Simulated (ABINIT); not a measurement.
Phonons q calculation of Sn (part 2 of 2)

Continued. System: Sn (2 atoms in the cell). Method: Kohn-Sham DFT of a periodic cell, PBEsol, Ansatz PAW PBE default generated set, frozen core, no spin polarisation (ABINIT 10.8.3); cutoff 419.06 eV, 8×8×8 k-mesh, cold smearing of 0.1 eV. The structure derives from an entry of the Crystallography Open Database.

Geometry of the input (Å; fractional positions):
```
0.0000  3.2753  3.2753
3.2753  0.0000  3.2753
3.2753  3.2753  0.0000
Sn 0.7500  0.7500  0.7500
Sn 0.5000  0.5000  0.5000
```

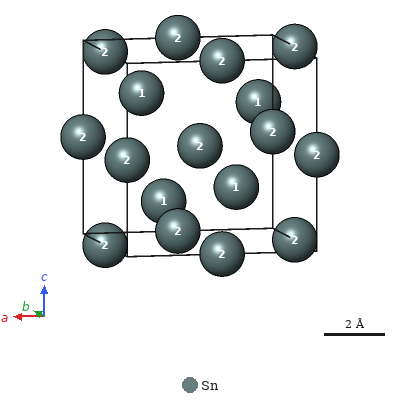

Figure 1. The structure (spheres-only view of the cell 4 times as large as that of the calculation, set on its symmetry axes, seen at an oblique angle; atoms are numbered from 1 in the order of the input). An atom can appear more than once, as a periodic image.

### Output, continued
```
 Mean square residual over all n,k,spin=   34.650E-16; max=  99.761E-16
 reduced coordinates (array xred) for    2 atoms
       0.750000000000      0.750000000000      0.750000000000
       0.500000000000      0.500000000000      0.500000000000
 rms dE/dt=  2.1173E-30; max dE/dt=  2.1036E-30; dE/dt below (all hartree)
    1       0.000000000000      0.000000000000     -0.000000000000
    2       0.000000000000     -0.000000000000      0.000000000000

 cartesian coordinates (angstrom) at end:
    1      4.91299846511384     4.91299846511384     4.91299846511384
    2      3.27533231007589     3.27533231007589     3.27533231007589

 cartesian forces (hartree/bohr) at end:
    1      0.00000000000000     0.00000000000000    -0.00000000000000
    2     -0.00000000000000    -0.00000000000000     0.00000000000000
 frms,max,avg= 2.2837184E-31 3.5049263E-31   0.000E+00  0.000E+00  0.000E+00 h/b

 cartesian forces (eV/Angstrom) at end:
    1      0.00000000000000     0.00000000000000    -0.00000000000000
    2     -0.00000000000000    -0.00000000000000     0.00000000000000
 frms,max,avg= 1.1743352E-29 1.8023056E-29   0.000E+00  0.000E+00  0.000E+00 e/A
 length scales=  8.753248026948  8.753248026948  8.753248026948 bohr
              =  4.632019374100  4.632019374100  4.632019374100 angstroms
 Fermi (or HOMO) energy (hartree) =   0.02380   Average Vxc (hartree)=  -0.33304
 Eigenvalues (hartree) for nkpt=  29  k points:
 kpt#   1, nband= 22, wtk=  0.00195, kpt=  0.0000  0.0000  0.0000 (reduced coord)
  -0.76423   -0.76423   -0.76423   -0.76213   -0.76213   -0.75151   -0.75151   -0.75151
  -0.75127   -0.75127   -0.35579   -0.00441    0.03122    0.03122    0.03122    0.10685
   0.10685    0.10685    0.20587    0.31800    0.31800    0.33051
      occupation numbers for kpt#   1
   2.00000    2.00000    2.00000    2.00000    2.00000    2.00000    2.00000    2.00000
   2.00000    2.00000    2.00000    2.00000    0.00426    0.00426    0.00426    0.00000
   0.00000    0.00000    0.00000    0.00000    0.00000    0.00000
 prteigrs : prtvol=0 or 1, do not print more k-points.

--- !EnergyTerms
iteration_state     : {dtset: 1, }
comment             : Components of total free energy in Hartree
kinetic             :  1.37773792502632E+01
hartree             :  4.90896336127676E+01
xc                  : -2.78284572059303E+01
Ewald energy        : -8.52908677056608E+01
psp_core            :  6.75633609665137E+00
local_psp           : -9.25489992599078E+01
PAW spherical_terms : -3.37037041906518E+00
internal            : -1.39415345630882E+02
'-kT*entropy'       :  2.10163122503200E-05
total_energy        : -1.39415324614570E+02
total_energy_eV     : -3.79368424669588E+03
...

--- !EnergyTermsDC
iteration_state     : {dtset: 1, }
comment             : '"Double-counting" decomposition of free energy'
band_energy         : -1.62803846615168E+01
Ewald energy        : -8.52908677056608E+01
psp_core            :  6.75633609665137E+00
xc_dc               : -6.98435327983582E+01
PAW spherical_terms :  2.52431032174823E+01
internal            : -1.39415345851402E+02
'-kT*entropy'       :  2.10163122503200E-05
total_energy_dc     : -1.39415324835090E+02
total_energy_dc_eV  : -3.79368425269654E+03
...

--- !EnergyTermsWithPAWCore
iteration_state     : {dtset: 1, }
comment             : 'Components of total free energy, including PAW core contributions'
Total energy        : -1.19682521312984E+04
Total energy DC     : -1.19682521315189E+04
Total energy (eV)   : -3.25672731434046E+05
Total energy DC (eV): -3.25672731440047E+05
...

 Cartesian components of stress tensor (hartree/bohr^3)
  sigma(1 1)=  7.69518001E-06  sigma(3 2)=  0.00000000E+00
  sigma(2 2)=  7.69518001E-06  sigma(3 1)=  0.00000000E+00
  sigma(3 3)=  7.69518001E-06  sigma(2 1)=  0.00000000E+00

-Cartesian components of stress tensor (GPa)         [Pressure= -2.2640E-01 GPa]
- sigma(1 1)=  2.26400012E-01  sigma(3 2)=  0.00000000E+00
- sigma(2 2)=  2.26400012E-01  sigma(3 1)=  0.00000000E+00
- sigma(3 3)=  2.26400012E-01  sigma(2 1)=  0.00000000E+00

================================================================================
== DATASET  2 ==================================================================

--- !DatasetInfo
iteration_state: {dtset: 2, }
dimensions: {natom: 2, nkpt: 512, mband: 22, nsppol: 1, nspinor: 1, nspden: 1, mpw: 1384, }
cutoff_energies: {ecut:  15.4, pawecutdg:  30.8, }
electrons: {nelect:   2.80000000E+01, charge:   0.00000000E+00, occopt:   4.00000000E+00, tsmear:   3.67493000E-03, }
meta: {optdriver: 1, rfphon: 1, }
...

 mkfilename : getwfk/=0, take file _WFK from output of DATASET   1.

 Real(R)+Recip(G) space primitive vectors, cartesian coordinates (Bohr,Bohr^-1):
 R(1)=  0.0000000  6.1894810  6.1894810  G(1)= -0.0807822  0.0807822  0.0807822
 R(2)=  6.1894810  0.0000000  6.1894810  G(2)=  0.0807822 -0.0807822  0.0807822
 R(3)=  6.1894810  6.1894810  0.0000000  G(3)=  0.0807822  0.0807822 -0.0807822
 Unit cell volume ucvol=  4.7423402E+02 bohr^3
 Angles (23,13,12)=  6.00000000E+01  6.00000000E+01  6.00000000E+01 degrees
 setup1 : take into account q-point for computing boxcut.

 Coarse grid specifications (used for wave-functions):

 getcut: wavevector=  0.5000  0.5000  0.5000  ngfft=  32  32  32
         ecut(hartree)=     15.400   => boxcut(ratio)=   2.00530

 Fine grid specifications (used for densities):

 getcut: wavevector=  0.5000  0.5000  0.5000  ngfft=  48  48  48
         ecut(hartree)=     30.800   => boxcut(ratio)=   2.14950
--------------------------------------------------------------------------------

 ==>  initialize data related to q vector <==

 The list of irreducible perturbations for this q vector is:
    1)    idir= 1    ipert=   1

================================================================================

 The perturbation idir=   2  ipert=   1 is
 symmetric of a previously calculated perturbation.
 So, its SCF calculation is not needed.

 The perturbation idir=   3  ipert=   1 is
 symmetric of a previously calculated perturbation.
 So, its SCF calculation is not needed.

 The perturbation idir=   1  ipert=   2 is
 symmetric of a previously calculated perturbation.
 So, its SCF calculation is not needed.

 The perturbation idir=   2  ipert=   2 is
 symmetric of a previously calculated perturbation.
 So, its SCF calculation is not needed.

 The perturbation idir=   3  ipert=   2 is
 symmetric of a previously calculated perturbation.
 So, its SCF calculation is not needed.

--------------------------------------------------------------------------------
 Perturbation wavevector (in red.coord.)   0.500000  0.500000  0.500000
 Perturbation : displacement of atom   1   along direction   1
 Found     2 symmetries that leave the perturbation invariant.
 symkpt : the number of k-points, thanks to the symmetries,
 is reduced to   288 .

--------------------------------------------------------------------------------

--------------------------------------------------------------------------------

 dfpt_looppert : total number of electrons, from k and k+q
  fully or partially occupied states are    2.800000E+01 and    2.800000E+01.
 Initialisation of the first-order wave-functions :
  ireadwf=   0

--- !BeginCycle
iteration_state: {dtset: 2, }
solver: {iscf: 7, nstep: 80, nline: 4, wfoptalg: 10, }
tolerances: {tolvrs: 1.00E-08, }
...

     iter   2DEtotal(Ha)        deltaE(Ha) residm    vres2
-ETOT  1   12280.666261971      8.681E+03 1.159E+02 1.407E+08
 ETOT  2   597.70823368230     -1.168E+04 3.023E+01 1.022E+07
 ETOT  3   147.51600704610     -4.502E+02 7.312E+00 2.807E+06
 ETOT  4   11.717168580346     -1.358E+02 4.338E+00 8.997E+04
 ETOT  5   6.2603628181187     -5.457E+00 1.352E+01 1.384E+04
 ETOT  6   5.5034936468705     -7.569E-01 2.009E+00 1.501E+03
 ETOT  7   5.4046508086026     -9.884E-02 4.008E-01 1.551E+02
 ETOT  8   5.3893398408231     -1.531E-02 2.414E-01 2.699E+00
 ETOT  9   5.3892200960840     -1.197E-04 2.613E-01 1.235E+00
 ETOT 10   5.3891215803783     -9.852E-05 1.387E-01 6.894E-02
 ETOT 11   5.3891161595725     -5.421E-06 3.065E-01 1.008E-02
 ETOT 12   5.3891155310148     -6.286E-07 1.559E-01 2.048E-03
 ETOT 13   5.3891154463086     -8.471E-08 3.609E-01 3.722E-04
 ETOT 14   5.3891154291673     -1.714E-08 1.810E-01 4.030E-05
 ETOT 15   5.3891154271296     -2.038E-09 4.272E-01 1.021E-05
 ETOT 16   5.3891154265907     -5.389E-10 2.129E-01 3.039E-07
 ETOT 17   5.3891154265161     -7.458E-11 5.066E-01 2.247E-08
 ETOT 18   5.3891154265148     -1.364E-12 2.516E-01 9.577E-09

 At SCF step   18       vres2   =  9.58E-09 < tolvrs=  1.00E-08 =>converged.
================================================================================

 ----iterations are completed or convergence reached----

 Mean square residual over all n,k,spin=   43.693E-06; max=  25.159E-02

 2DEtotal=    0.5389115427E+01 Ha. Also 2DEtotal=    0.146645301395E+03 eV
    (2DErelax=   -3.5946832263E+03 Ha. 2DEnonrelax=    3.6000723417E+03 Ha)
    (  non-var. 2DEtotal :    5.3892338297E+00 Ha)

================================================================================

 ---- first-order wavefunction calculations are completed ----

 ==> Compute Derivative Database <==

  Dynamical matrix, in cartesian coordinates,
   if specified in the inputs, asr has been imposed
     j1       j2             matrix element
  dir pert dir pert     real part    imaginary part

   1    1   1    1         0.0653307743         0.0000000006
   1    1   2    1         0.0050069897        -0.0000000006
   1    1   3    1         0.0050069897        -0.0000000006
   1    1   1    2         0.0428542251         0.0000000486
   1    1   2    2        -0.0285823031        -0.0000000906
   1    1   3    2        -0.0285823031        -0.0000000906

   2    1   1    1         0.0050069897        -0.0000000006
   2    1   2    1         0.0653307743         0.0000000006
   2    1   3    1         0.0050069897        -0.0000000006
   2    1   1    2        -0.0285823031        -0.0000000906
   2    1   2    2         0.0428542251         0.0000000486
   2    1   3    2        -0.0285823031        -0.0000000906

   3    1   1    1         0.0050069897        -0.0000000006
   3    1   2    1         0.0050069897        -0.0000000006
   3    1   3    1         0.0653307743         0.0000000006
   3    1   1    2        -0.0285823031        -0.0000000906
   3    1   2    2        -0.0285823031        -0.0000000906
   3    1   3    2         0.0428542251         0.0000000486

   1    2   1    1         0.0428542251         0.0000000486
   1    2   2    1        -0.0285823031        -0.0000000906
   1    2   3    1        -0.0285823031        -0.0000000906
   1    2   1    2         0.0653307743         0.0000000006
   1    2   2    2         0.0050069897        -0.0000000006
   1    2   3    2         0.0050069897        -0.0000000006

   2    2   1    1        -0.0285823031        -0.0000000906
   2    2   2    1         0.0428542251         0.0000000486
   2    2   3    1        -0.0285823031        -0.0000000906
   2    2   1    2         0.0050069897        -0.0000000006
   2    2   2    2         0.0653307743         0.0000000006
   2    2   3    2         0.0050069897        -0.0000000006

   3    2   1    1        -0.0285823031        -0.0000000906
   3    2   2    1        -0.0285823031        -0.0000000906
   3    2   3    1         0.0428542251         0.0000000486
   3    2   1    2         0.0050069897        -0.0000000006
   3    2   2    2         0.0050069897        -0.0000000006
   3    2   3    2         0.0653307743         0.0000000006

  Phonon wavevector (reduced coordinates) :  0.50000  0.50000  0.50000
 Phonon energies in Hartree :
  -2.266141E-04 -2.266141E-04  5.310844E-04  6.436709E-04  7.803126E-04
   7.803126E-04
 Phonon frequencies in cm-1    :
  -4.973605E+01 -4.973605E+01  1.165596E+02  1.412694E+02  1.712588E+02
   1.712588E+02

== END DATASET(S) ==============================================================
================================================================================

 -outvars: echo values of variables after computation  --------
            acell      8.7532480269E+00  8.7532480269E+00  8.7532480269E+00 Bohr
           etotal1    -1.3941532484E+02
           etotal2     5.3891154265E+00
            fcart1     3.1862966396E-32  1.8055680958E-31 -3.5049263036E-31
                      -3.1862966396E-32 -1.8055680958E-31  3.5049263036E-31
            fcart2     0.0000000000E+00  0.0000000000E+00  0.0000000000E+00
                       0.0000000000E+00  0.0000000000E+00  0.0000000000E+00
            rprim      0.0000000000E+00  7.0710678120E-01  7.0710678120E-01
                       7.0710678120E-01  0.0000000000E+00  7.0710678120E-01
                       7.0710678120E-01  7.0710678120E-01  0.0000000000E+00
           strten1     7.6951800079E-06  7.6951800079E-06  7.6951800079E-06
                       0.0000000000E+00  0.0000000000E+00  0.0000000000E+00
           strten2     0.0000000000E+00  0.0000000000E+00  0.0000000000E+00
                       0.0000000000E+00  0.0000000000E+00  0.0000000000E+00
           xangst      4.9129984651E+00  4.9129984651E+00  4.9129984651E+00
                       3.2753323101E+00  3.2753323101E+00  3.2753323101E+00
             xred      7.5000000000E-01  7.5000000000E-01  7.5000000000E-01
                       5.0000000000E-01  5.0000000000E-01  5.0000000000E-01
 Calculation completed.
```

### Summary

```json
{"quantity": "outcome", "value": "converged"}
{"quantity": "space group (tolerance 0.01 Å)", "value": "Fd-3m (227)"}
{"quantity": "electrons treated", "value": "28"}
{"quantity": "free energy", "value": "−3793.6843 eV"}
{"quantity": "Fermi energy", "value": "0.648 eV"}
{"quantity": "gap on the k-point mesh", "value": "none (metallic)"}
{"quantity": "pressure", "value": "−0.23 GPa"}
{"quantity": "largest force (length of the vector)", "value": "under 0.001 eV/Å"}
{"quantity": "wall time", "value": "7.3 min (CPU time 29 min)"}
{"quantity": "peak memory", "value": "2.7 GiB"}
```

Further notes kept with the run: chneut/=0 not allowed with q/=0 => chneut reset to 0 locally; asr/=0 not allowed with q/=0 => asr reset to 0 locally.
